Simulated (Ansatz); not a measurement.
**Geometry relaxation, with input and output: MgO**

- system: MgO (Fm-3m, 2 atoms in the cell)
- method: DFT r2SCAN, scalar-relativistic, plane waves, PAW, no spin polarisation (Ansatz 0.2.0)

The structure derives from an entry of the Crystallography Open Database. Figures and captions count atoms from 1; the log counts them from 0 in places.

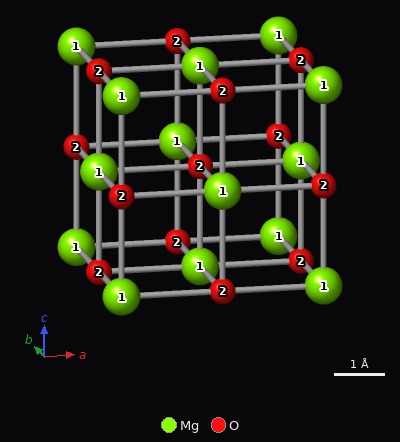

*The input geometry (ball-and-stick view of the cell 4 times as large as that of the calculation, set on its symmetry axes, seen slightly off an axis; atoms are numbered from 1 in the order of the input).*

Results in brief:

- outcome: converged
- space group (tolerance 0.01 Å): Fm-3m (225)
- electrons treated: 16
- free energy: −2498.3350 eV
- Fermi energy: 10.628 eV
- gap on the k-point mesh: 5.68 eV
- pressure: 0.01 GPa
- final volume: 18.58 Å³
- largest force (length of the vector) at the end: under 0.001 eV/Å
- final cell: a = 2.973 Å, b = 2.973 Å, c = 2.973 Å, α = 60.00°, β = 60.00°, γ = 60.00°
- hardware: 1 thread of Arm Neoverse V1, 112 GiB of memory available, shared host
- wall time: 8.3 s
- peak memory: 0.33 GiB

Input:
```yaml
crystal:
  lattice:
    - [0.0, 2.1085, 2.1085]
    - [2.1085, 0.0, 2.1085]
    - [2.1085, 2.1085, 0.0]
  atoms:
    - { symbol: Mg, position: [0.0, 0.0, 0.0] }
    - { symbol: O, position: [0.5, 0.5, 0.5] }
basis:
  ecutwfc: 500
kpoints:
  mp_grid: { grid: [10, 10, 10] }
hamiltonian:
  xc: r2scan
scf:
  occupations: { method: gaussian, width: 0.02 }
output:
  forces: true
  stress: true
  eigenvalues: true
relax:
  adjacent_minimum: "off"
  f_tol: 0.005
  max_steps: 80
  cell: { stress_tol: 0.05 }
```

Launched with:
```bash
ansatz run input.yaml --threads 1 --pin off --max-ram 2560MiB --backend cpu --events-out ev --progress --plain --runs-dir out
```

The program's output:
```
Engine: ansatz 0.2.0, aarch64-unknown-linux-gnu
Pseudopotentials: kind: paw
Pseudopotential: Mg, paw, valence charge 10, recommended cutoff 500 eV (meta_gga), Mg.paw.azcp
Pseudopotential: O, paw, valence charge 6, recommended cutoff 500 eV (meta_gga), O.paw.azcp
Functional definition: r2SCAN
  parameter k0 = 0.174
  parameter k1 = 0.065
  parameter a1 = 4.9479
  exchange = r2scan_x(k0 = k0, k1 = k1, a1 = a1)
  correlation = r2scan_c
Crystal: 2 atoms, lattice volume = 18.748 Å³
Basis set: ecut = 500 eV, 531 PW (Γ), exchange–correlation on 96×96×96 points (64 copies of the dense FFT grid, shifted against one another)
Bands: 12, of which v1, the nominal top of the filled ones, is band 8 counted from 1 (7 counted from 0)
Symmetry: 48 space group operations
Space group: Fm-3m (ITA 225), of the structure as read, at distance tolerance 2.7e-5 Å
k-points: 47 of 1000
Non-local potential: Mg, projectors of the file, l = 0: 3, l = 1: 2, l = 2: 1
Non-local potential: O, projectors of the file, l = 0: 2, l = 1: 2, l = 2: 1
PAW form: soft (Blöchl's): semilocal exchange-correlation on the pseudo side does not see the compensation charge
PAW frozen core: Mg, regenerated for the run's functional (the file was generated under x = pbe(κ = 0.804, μ = 0.2195149727645171), c = pbe(β = 0.06672455060314922))
PAW frozen core: O, regenerated for the run's functional (the file was generated under x = pbe(κ = 0.804, μ = 0.2195149727645171), c = pbe(β = 0.06672455060314922))
PAW one-centre angular grid: Mg, 302 points (default); XC on 224 Gauss nodes
PAW one-centre angular grid: O, 302 points (default); XC on 160 Gauss nodes
Initial density: superposition of atomic densities (neutral atoms: chi_scale 0, normalization atom), corrected by the library's trained network
Initial wavefunctions: pseudopotential atomic-orbital guess
Functional: x = r2scan, c = r2scan; τ floored in thin density (d = 2e-4 eV/Å³)
SCF iter   1: F=—  HF=-2498.250776 eV  |F-HF|=—  |Δ(HF+E_count)|=         —  Δρ=9.92e-3  dr2=1.09e-2  dr2_τ=7.03e-2  ethr=1.77e-3  ⟨swp⟩=5.9  Hψ=3380  notcnv=0
preconditioner: auto → none  [insulator: Δε(μ)=5.516 eV  Ē_g=19.963 eV  σ=0.020 eV  W_gap=1.00  n_scr=8 (ndim 8)  ℏωp=24.3 eV  f_vac=0.000  D(μ)=0.00/eV (n_scr^D=0)  ε∞_Penn≈2.5]
SCF iter   2: F=—  HF=-2498.334176 eV  |F-HF|=—  |Δ(HF+E_count)|=   8.34e-2  Δρ=4.80e-3  dr2=1.60e-3  dr2_τ=2.70e-4  ethr=6.83e-5  ⟨swp⟩=3.0  Hψ=1636  notcnv=0
SCF iter   3: F=—  HF=-2498.334244 eV  |F-HF|=—  |Δ(HF+E_count)|=   6.73e-5  Δρ=1.03e-3  dr2=1.31e-4  dr2_τ=1.96e-5  ethr=1.00e-5  ⟨swp⟩=3.0  Hψ=963  notcnv=0
SCF iter   4: F=—  HF=-2498.334233 eV  |F-HF|=—  |Δ(HF+E_count)|=   1.04e-5  Δρ=4.07e-4  dr2=2.09e-5  dr2_τ=2.92e-6  ethr=8.21e-7  ⟨swp⟩=2.0  Hψ=713  notcnv=0
SCF iter   5: F=—  HF=-2498.334227 eV  |F-HF|=—  |Δ(HF+E_count)|=   5.97e-6  Δρ=2.96e-5  dr2=5.66e-8  dr2_τ=2.32e-8  ethr=1.30e-7  ⟨swp⟩=2.0  Hψ=743  notcnv=0
SCF iter   6: F=-2498.334227 eV  HF=-2498.334227 eV  |F-HF|=4.02e-10  |Δ(HF+E_count)|=   1.16e-7  Δρ=9.74e-6  dr2=3.97e-9  dr2_τ=1.33e-9  ethr=3.54e-10  ⟨swp⟩=2.2  Hψ=1890  notcnv=0
SCF 1 converged in 6 iterations: F = -2498.334227 eV  dr2 = 3.97e-9
  greatest PAW one-centre occupation: 1.000 electrons in one spin orbital (limit 2), on the Mg atom at site 0 (counted from 0), in its partial waves of l = 0
relax step   1: F+E_penalty+E_count = -2498.33422730 eV  Δ(F+E_penalty+E_count) = +0.000e0 eV  max|allowed force component| = 9.286e-30 eV/Å  Δτ_max = 0.0000 Å  P = -1.464 GPa  Ω = 18.748 Å³  (6 SCF iters, dr2 threshold 1.00e-7 eV, accepted)
Crystal: 2 atoms, lattice volume = 18.675 Å³
Basis set: ecut = 500 eV, 459 PW (Γ), exchange–correlation on 96×96×96 points (64 copies of the dense FFT grid, shifted against one another)
Initial density: handed on by an earlier stage of this run
Initial wavefunctions: those handed on with the density
iter 1 solved again at ethr=1.29e-7 eV; its pass at ethr=3.10e-3 eV (dr2=2.06e-5 eV) is discarded
SCF iter   1: F=—  HF=-2498.334723 eV  |F-HF|=—  |Δ(HF+E_count)|=         —  Δρ=3.62e-4  dr2=1.90e-5  dr2_τ=9.57e-5  ethr=1.29e-7  ⟨swp⟩=2.7  Hψ=4005  notcnv=0
preconditioner: auto → none  [insulator: Δε(μ)=5.633 eV  Ē_g=19.905 eV  σ=0.020 eV  W_gap=1.00  n_scr=8 (ndim 8)  ℏωp=24.3 eV  f_vac=0.000  D(μ)=0.00/eV (n_scr^D=0)  ε∞_Penn≈2.5]
SCF iter   2: F=—  HF=-2498.334785 eV  |F-HF|=—  |Δ(HF+E_count)|=   6.22e-5  Δρ=1.20e-4  dr2=1.29e-6  dr2_τ=6.21e-7  ethr=1.19e-7  ⟨swp⟩=2.4  Hψ=832  notcnv=0
SCF iter   3: F=—  HF=-2498.334786 eV  |F-HF|=—  |Δ(HF+E_count)|=   1.03e-6  Δρ=5.54e-5  dr2=3.48e-7  dr2_τ=4.66e-8  ethr=1.25e-9  ⟨swp⟩=5.0  Hψ=2610  notcnv=0
SCF iter   4: F=-2498.334787 eV  HF=-2498.334787 eV  |F-HF|=2.03e-8  |Δ(HF+E_count)|=   3.28e-7  Δρ=1.68e-5  dr2=3.31e-8  dr2_τ=4.24e-9  ethr=1.25e-9  ⟨swp⟩=5.0  Hψ=2500  notcnv=0
SCF 2 converged in 4 iterations: F = -2498.334787 eV  dr2 = 3.31e-8
relax step   2: F+E_penalty+E_count = -2498.33478675 eV  Δ(F+E_penalty+E_count) = -5.594e-4 eV  max|allowed force component| = 1.124e-29 eV/Å  Δτ_max = 0.0000 Å  P = -0.832 GPa  Ω = 18.675 Å³  energy of the carried Pulay correction = +3.541e-5 eV  (4 SCF iters, dr2 threshold 2.00e-7 eV, accepted)
Crystal: 2 atoms, lattice volume = 18.579 Å³
iter 1 solved again at ethr=2.11e-7 eV; its pass at ethr=3.10e-3 eV (dr2=3.38e-5 eV) is discarded
SCF iter   1: F=—  HF=-2498.334970 eV  |F-HF|=—  |Δ(HF+E_count)|=         —  Δρ=4.62e-4  dr2=3.12e-5  dr2_τ=1.63e-4  ethr=2.11e-7  ⟨swp⟩=2.6  Hψ=4013  notcnv=0
preconditioner: auto → none  [insulator: Δε(μ)=5.685 eV  Ē_g=19.967 eV  σ=0.020 eV  W_gap=1.00  n_scr=8 (ndim 8)  ℏωp=24.4 eV  f_vac=0.000  D(μ)=0.00/eV (n_scr^D=0)  ε∞_Penn≈2.5]
SCF iter   2: F=—  HF=-2498.335077 eV  |F-HF|=—  |Δ(HF+E_count)|=   1.07e-4  Δρ=1.59e-4  dr2=2.23e-6  dr2_τ=1.01e-6  ethr=1.95e-7  ⟨swp⟩=3.0  Hψ=1075  notcnv=0
SCF iter   3: F=—  HF=-2498.335079 eV  |F-HF|=—  |Δ(HF+E_count)|=   1.88e-6  Δρ=7.20e-5  dr2=5.90e-7  dr2_τ=7.81e-8  ethr=1.25e-9  ⟨swp⟩=5.0  Hψ=2704  notcnv=0
SCF iter   4: F=-2498.335079 eV  HF=-2498.335079 eV  |F-HF|=3.66e-8  |Δ(HF+E_count)|=   5.43e-7  Δρ=2.20e-5  dr2=5.71e-8  dr2_τ=7.28e-9  ethr=1.25e-9  ⟨swp⟩=5.0  Hψ=2506  notcnv=0
SCF 3 converged in 4 iterations: F = -2498.335079 eV  dr2 = 5.71e-8
relax step   3: F+E_penalty+E_count = -2498.33507940 eV  Δ(F+E_penalty+E_count) = -2.927e-4 eV  max|allowed force component| = 3.484e-29 eV/Å  Δτ_max = 0.0000 Å  P = +0.010 GPa  Ω = 18.579 Å³  energy of the carried Pulay correction = +8.183e-5 eV  (4 SCF iters, dr2 threshold 2.00e-7 eV, accepted)
Initial wavefunctions: pseudopotential atomic-orbital guess (no wavefunctions were taken with the density)
iter 1 solved again at ethr=2.99e-8 eV; its pass at ethr=3.10e-3 eV (dr2=4.79e-6 eV) is discarded
SCF iter   1: F=—  HF=-2498.335011 eV  |F-HF|=—  |Δ(HF+E_count)|=         —  Δρ=2.85e-5  dr2=6.18e-8  dr2_τ=3.54e-8  ethr=2.99e-8  ⟨swp⟩=3.5  Hψ=4868  notcnv=0
preconditioner: auto → none  [insulator: Δε(μ)=5.685 eV  Ē_g=19.961 eV  σ=0.020 eV  W_gap=1.00  n_scr=8 (ndim 8)  ℏωp=24.4 eV  f_vac=0.000  D(μ)=0.00/eV (n_scr^D=0)  ε∞_Penn≈2.5]
SCF iter   2: F=—  HF=-2498.335011 eV  |F-HF|=—  |Δ(HF+E_count)|=   6.11e-9  Δρ=1.23e-5  dr2=7.91e-9  dr2_τ=4.16e-9  ethr=3.86e-10  ⟨swp⟩=2.0  Hψ=749  notcnv=0
SCF iter   3: F=—  HF=-2498.335011 eV  |F-HF|=—  |Δ(HF+E_count)|=   1.03e-9  Δρ=6.71e-6  dr2=1.22e-9  dr2_τ=9.34e-10  ethr=4.95e-11  ⟨swp⟩=2.0  Hψ=741  notcnv=0
SCF iter   4: F=—  HF=-2498.335011 eV  |F-HF|=—  |Δ(HF+E_count)|=   1.76e-9  Δρ=1.13e-6  dr2=3.26e-11  dr2_τ=2.66e-11  ethr=7.63e-12  ⟨swp⟩=2.0  Hψ=752  notcnv=0
SCF iter   5: F=-2498.335011 eV  HF=-2498.335011 eV  |F-HF|=4.55e-13  |Δ(HF+E_count)|=  5.14e-11  Δρ=1.15e-7  dr2=7.75e-13  dr2_τ=3.01e-13  ethr=1.00e-12  ⟨swp⟩=5.0  Hψ=2022  notcnv=0
SCF 4 converged in 5 iterations: F = -2498.335011 eV  dr2 = 7.75e-13
relax step   4: F+E_penalty+E_count = -2498.33501130 eV  Δ(F+E_penalty+E_count) = +6.810e-5 eV  max|allowed force component| = 3.182e-29 eV/Å  Δτ_max = 0.0000 Å  P = +0.013 GPa  Ω = 18.579 Å³  stress off target by 1.30e-2 GPa  SCF on the basis re-selected at this cell (its energy is not comparable with the rows above)  (5 SCF iters)
```

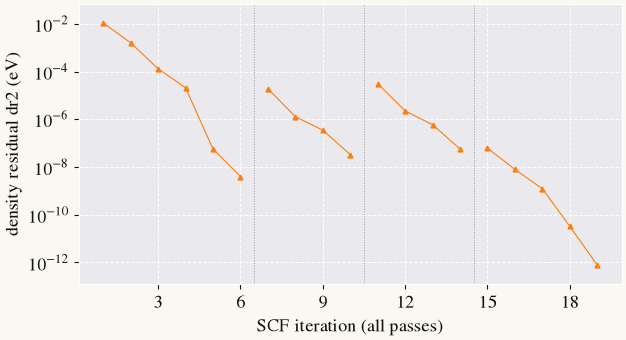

*Convergence of the self-consistent field: density residual dr2 against the SCF iteration. The dotted lines part the SCF passes of the relaxation: geometry steps, rejected trials and re-solves on a re-selected basis.*

The passes take 6, 4, 4 and 5 iterations.

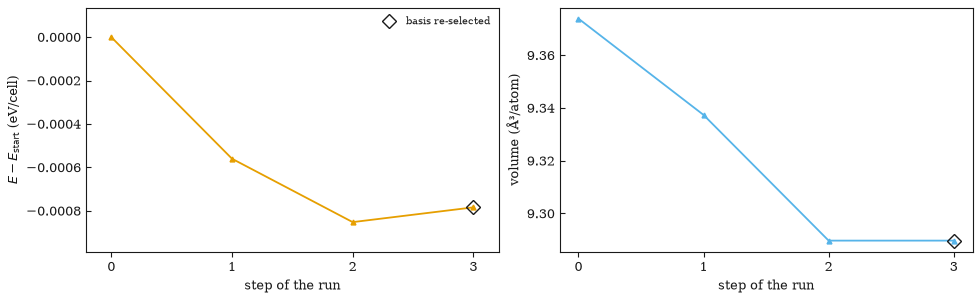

*Progress of the relaxation, step by step (the first geometry is step 0 here and step 1 in the log).*

Over 2 geometry steps the energy falls by 0.9 meV per cell of the calculation. All forces vanish by symmetry, so only the cell relaxes. Pressure: −1.46 GPa at the start and 0.01 GPa at the end. The atoms keep their places relative to the cell (all moves are under 0.005 Å). Cell: a = b = c 4.217 → 4.204 Å (−0.3 %). Volume −0.9 %. Distances before and after: Mg1–O2 2.108 → 2.102 Å. The space group stays Fm-3m (No. 225). A last SCF at the same geometry on a re-selected plane-wave basis shifts the energy by +0.1 meV per cell of the calculation. (Atoms are counted from 1 in the order of the input.)

```
basis re-selected at this cell: Δ(F+E_penalty+E_count) = +6.810e-5 eV, ΔP = +0.003 GPa vs the last step (what re-selecting the basis moved, of the pressure what is left beyond the Pulay correction that the steps carried, after the strain that the cell walked since its last selection, with what the two solves' SCF thresholds leave and, on support functions, any second-order correction that the steps lacked; it is no measure of the basis error at this ecutwfc). This SCF's stress stands 1.30e-2 GPa from its target on what of the cell is left free (relax.cell.stress_tol is 5.00e-2 GPa) and its largest allowed force component is 3.18e-29 eV/Å (relax.f_tol is 5.00e-3 eV/Å): within both
SCF converged after 5 iterations
Free energy (F): -2498.335011 eV
Harris-Foulkes:  -2498.335011 eV  (|F-HF|=4.55e-13)
Internal energy: -2498.335011 eV  (E = F + TS)
E sigma→0 (E₀):  -2498.335011 eV
Fermi energy:    10.628485 eV
--- Per-component energies (eV) ---
  E_band       = -311.230550
  E_kinetic    = 256.748499
  E_local      = -1601.532937  (includes V_loc(G=0)·N_el)
  E_nonlocal   = 142.538098
  E_hartree    = 554.982145
  E_xc         = -103.294037
  E_vxc        = -149.071018  (∫ρ·V_xc dr)
  E_paw        = -455.983830  (= ΣΔE_a)
  E_vpaw       = -79.515518  (= ΣTr[D̂ρ^β])
  E_aug_tail   = 0.001032  (compensation charges beyond the density's cutoff)
  E_vtau       = 9.637005  (kinetic-family band-sum trace: ∫τ·v_τ [+ j·A + Jᵃ·Aᵃ] dr)
  E_ewald      = -1291.735831
  E_core_change = -0.058149  (= ΣΔE_core)
  E_smearing   = -0.000000  (= −TS)
  E_closure    = 0.000000  (closes the sum)
  Σ components = -2498.335011   (vs F -2498.335011, Δ=0.00e0)
--- Forces (eV/Å), atoms counted from 1 ---
  atom   1  Mg    -0.00000000     0.00000000    -0.00000000
  atom   2  O      0.00000000    -0.00000000    -0.00000000
  max |Σ_I F_I| component: 6.26e-29 eV/Å
--- Stress (GPa, compression-positive) ---
        0.012962      -0.000000      -0.000000
       -0.000000       0.012962      -0.000000
       -0.000000      -0.000000       0.012962
  P = ⅓ Tr σ = 0.0130 GPa (0.130 kbar)
--- Band table (eV; the first three rows and the last of 47) ---
  k-point 0: bands = ["-67.1170", "-32.1957", "-32.1957", "-32.1957", "-10.4452", "7.7860", "7.7860", "7.7860", "13.4709", "24.6428", "24.6428", "24.6428"]
  k-point 1: bands = ["-67.1163", "-32.2042", "-32.1965", "-32.1965", "-10.3364", "7.1583", "7.7159", "7.7159", "14.0836", "23.4063", "24.8979", "24.8979"]
  k-point 2: bands = ["-67.1142", "-32.2263", "-32.1986", "-32.1986", "-10.0386", "5.8406", "7.5382", "7.5382", "15.2953", "21.9059", "25.4320", "25.4320"]
  k-point 46: bands = ["-67.1060", "-32.2530", "-32.2395", "-32.2266", "-8.8748", "4.4403", "5.2475", "6.0422", "19.8276", "20.9120", "21.1261", "24.9982"]
--- Relaxed structure (3 steps of the walk, 3 accepted, 1 SCFs on fresh bases) ---
  F+E_penalty+E_count = -2498.33501130 eV   max|allowed force component| = 3.182e-29 eV/Å   (the final SCF, on the basis selected at the relaxed cell)
  cell:  # Å, volume = 18.5794 Å³
    - [1.29673237477792e-34, 2.1021683832768234, 2.1021683832768234]
    - [2.1021683832768234, 1.0079282802571593e-33, 2.1021683832768234]
    - [2.1021683832768234, 2.1021683832768234, 2.7776743908232187e-33]
  atoms:
    - { symbol: Mg, position: [-5.9466950006634045e-37, 4.757356000594759e-37, 1.9029424001833867e-36] }
    - { symbol: O, position: [0.49999999999999994, 0.49999999999999994, 0.49999999999999994] }
```

Trajectory as extended XYZ (Å, eV, eV/Å), 4 frames, from step=1 to step=4:
```
2
Lattice="0.0000 2.1085 2.1085 2.1085 0.0000 2.1085 2.1085 2.1085 0.0000" Properties=species:S:1:pos:R:3:forces:R:3 step=1 energy=-2498.33423 pressure_GPa=-1.46
Mg    0.0000    0.0000    0.0000    0.0000   0.0000   0.0000
O     2.1085    2.1085    2.1085    0.0000   0.0000   0.0000
2
Lattice="0.0000 2.1058 2.1058 2.1058 0.0000 2.1058 2.1058 2.1058 0.0000" Properties=species:S:1:pos:R:3:forces:R:3 step=2 energy=-2498.33479 pressure_GPa=-0.83
Mg    0.0000    0.0000    0.0000    0.0000   0.0000   0.0000
O     2.1058    2.1058    2.1058    0.0000   0.0000   0.0000
2
Lattice="0.0000 2.1022 2.1022 2.1022 0.0000 2.1022 2.1022 2.1022 0.0000" Properties=species:S:1:pos:R:3:forces:R:3 step=3 energy=-2498.33508 pressure_GPa=0.01
Mg    0.0000    0.0000    0.0000    0.0000   0.0000   0.0000
O     2.1022    2.1022    2.1022    0.0000   0.0000   0.0000
2
Lattice="0.0000 2.1022 2.1022 2.1022 0.0000 2.1022 2.1022 2.1022 0.0000" Properties=species:S:1:pos:R:3:forces:R:3 step=4 energy=-2498.33501 pressure_GPa=0.01
Mg    0.0000    0.0000    0.0000    0.0000   0.0000   0.0000
O     2.1022    2.1022    2.1022    0.0000   0.0000   0.0000
```

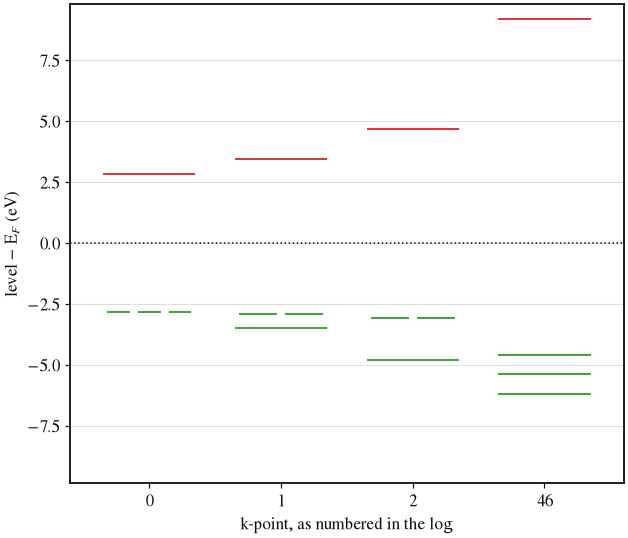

*Kohn–Sham levels near the Fermi level (dotted) at the few k-points that the log prints; levels within 0.02 eV of each other stand side by side.*

Among these points the highest filled and lowest empty levels are 5.68 eV apart, which is the gap on the mesh.
